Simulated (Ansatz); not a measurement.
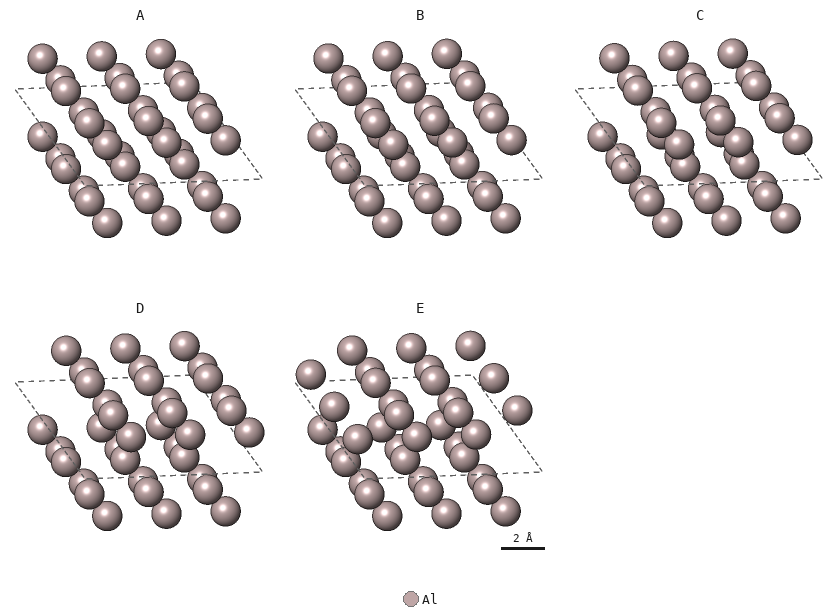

A scan of solid Al (Im-3m) along one coordinate. Style: spheres-only. Shown: the layers on both sides of the dashed plane, obliquely from above.

Computed with DFT PBEsol, scalar-relativistic, plane waves, PAW in Ansatz 0.2.0. Set-up: plane-wave cutoff 420 eV; k-point mesh 22 × 22 × 7; occupations gaussian; smearing width 0.15 eV; no spin polarisation. Energies (free energies at the smearing named) are counted from the relaxed crystal.

### What is being scanned?

The crystal above a cut along the (0 1 1) plane of the conventional cell (between a plane of Al below and one of Al above, 2.27 Å apart) is slid rigidly by fractions of an in-plane lattice vector 2.78 Å long (a generalised stacking fault). In the frames the slip is 0.00 (A), 0.10 (B), 0.20 (C), 0.40 (D), 0.50 (E). One cut stands in each cell, which starts 9.1 Å high; nothing is relaxed, and the dashed outline marks the cut. Their energies are 0.0 mJ/m², 5.2 mJ/m², 23.2 mJ/m², 68.1 mJ/m², 76.4 mJ/m².
